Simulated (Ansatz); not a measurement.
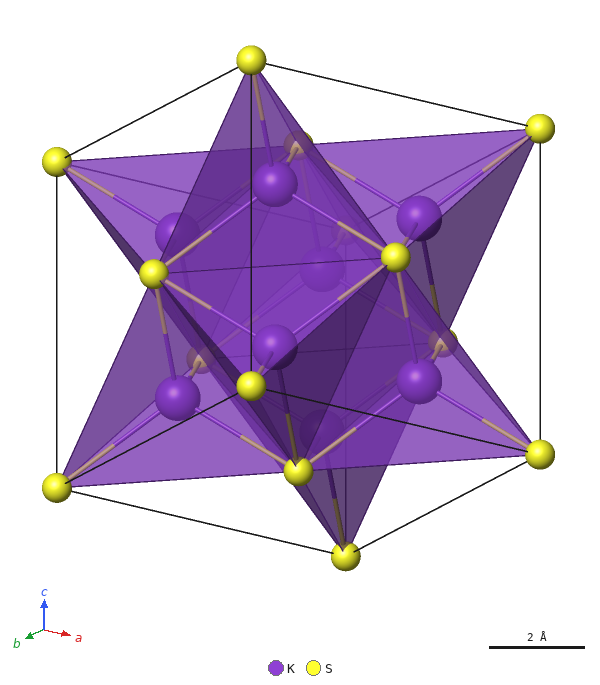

Reference structure: a symmetric starting cell of K₂S. The picture is a polyhedral view of the conventional cell (4 times the calculation's cell), seen from a free direction. Lengths and directions refer to the drawn axes.

Method: Ansatz 0.2.0, DFT PBE, scalar-relativistic, plane waves, PAW. Settings: plane-wave cutoff 420 eV; k-point mesh 6 × 6 × 6; occupations gaussian; smearing width 0.02 eV; no spin polarisation.

Now this is done to it. All lengths are scaled by +3.1 % (volume +9.5 %), the atoms keeping their fractional coordinates. No relaxation follows. The starting cell wasn't computed here and needn't be at equilibrium, so pressure and forces aren't due to the change alone.

Input file:
```yaml
crystal:
  lattice:
    - [0.0, 3.80850839, 3.80850839]
    - [3.80850839, 0.0, 3.80850839]
    - [3.80850839, 3.80850839, 0.0]
  atoms:
    - { symbol: K, position: [0.25, 0.25, 0.25] }
    - { symbol: K, position: [0.75, 0.75, 0.75] }
    - { symbol: S, position: [0.0, 0.0, 0.0] }
basis:
  ecutwfc: 420
kpoints:
  mp_grid: { grid: [6, 6, 6] }
hamiltonian:
  xc: pbe
scf:
  occupations: { method: gaussian, width: 0.02 }
output:
  forces: true
  stress: true
  eigenvalues: true
```

Run as
```bash
ansatz run input.yaml --threads 1 --pin off --max-ram 1331MiB --backend cpu --events-out ev --progress --plain --runs-dir out
```

**Predict the response.**

Near-neighbour distances before and after: K–S 3.200 → 3.298 Å. The space group stays Fm-3m (No. 225). The pressure is −1.0 GPa (not all of it need come from the change, since the unchanged cell can be under pressure at this level too). All forces vanish by symmetry.

The changed structure in the same view:

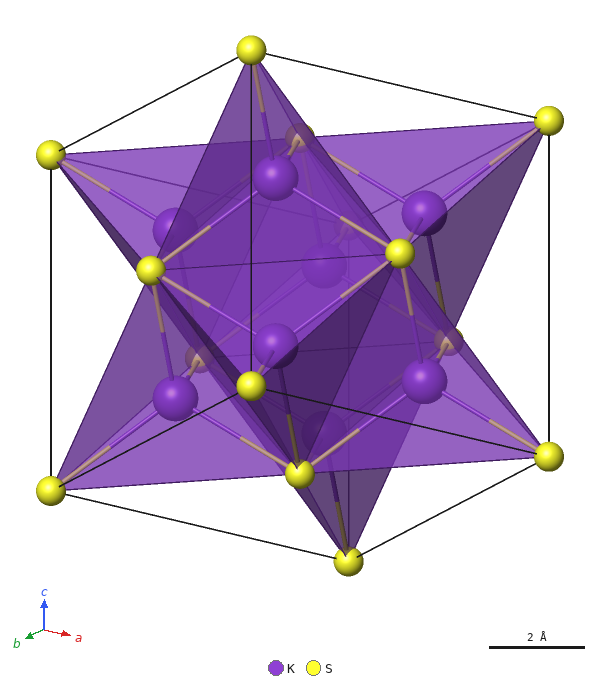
